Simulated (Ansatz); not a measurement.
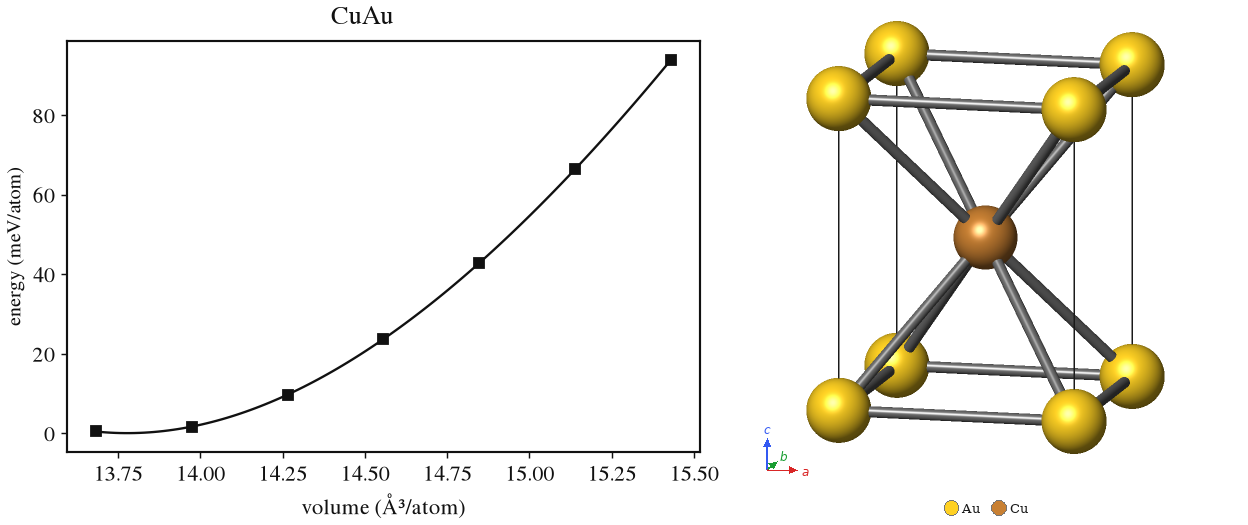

The plot gives the computed energy against volume for CuAu, space group P4/mmm (No. 123). The conventional cell is drawn beside the plot.

Cell as given: a = 2.811 Å, b = 2.811 Å, c = 3.685 Å, α = 90.00°, β = 90.00°, γ = 90.00°; 2 atoms.

How it was computed, with Ansatz 0.2.0: all-electron LAPW DFT, no spin polarisation; energies at scaled volumes of the given cell, shape and fractions fixed, counted from the fit's minimum, third-order Birch-Murnaghan fit. Level: LDA.

```json
{"setting": "k mesh", "value": "9×9×7"}
{"setting": "occupations", "value": "Fermi–Dirac"}
{"setting": "smearing width", "value": "0.05 eV"}
{"setting": "potentials", "value": "all electron LAPW, scalar relativistic"}
{"setting": "program settings", "value": "basis error eV/atom 0.001"}
```

> What equilibrium volume and bulk modulus follow from the curve?

A third-order Birch–Murnaghan fit gives V0 = 13.78 Å³/atom, B0 = 194 GPa and B′ = 5.5.

Keep in mind: spin-orbit coupling left out, heavy elements; shape and atomic fractions are frozen while scaling, which makes layered, chain and framework solids too stiff.
